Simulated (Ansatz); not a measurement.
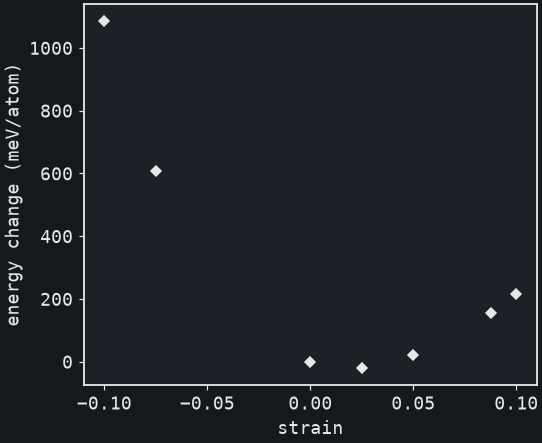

The figure shows the energy change against strain for Pt, space group Fm-3m (No. 225).

The given structure:
```yaml
crystal:
  lattice:
    - [0.00000, 1.95790, 1.95790]
    - [1.95790, 0.00000, 1.95790]
    - [1.95790, 1.95790, 0.00000]
  atoms:
    - { symbol: Pt, position: [0.00000, 0.00000, 0.00000] }
```

Calculation (Ansatz 0.2.0): homogeneous strain of a crystal along one Voigt pattern with engineering shear, fractional coordinates fixed, by plane-wave density functional theory with PAW datasets, free energies less that of the undisturbed cell; scalar-relativistic. Level: PBE, no spin polarisation.

| setting | value |
| --- | --- |
| wave cutoff | 420 eV |
| k mesh | 20×20×20 |
| occupations | Fermi–Dirac |
| smearing width | 0.02 eV |
| k shift | (0, 0, 0) (mesh steps) |
| start | as given |
| strain pattern | (1, 1, 0, 0, 0, 0) (xx yy zz yz xz xy with engineering shear) |

The points at strain −0.0500, −0.0250 and 0.0750 are left out of the plot. What values does the calculation give there?

| strain | energy change (meV/atom) |
| --- | --- |
| −0.0500 | 287 |
| −0.0250 | 95 |
| 0.0750 | 102 |

Limits of the calculation: narrow smearing for a metal; reference crystal is not relaxed.
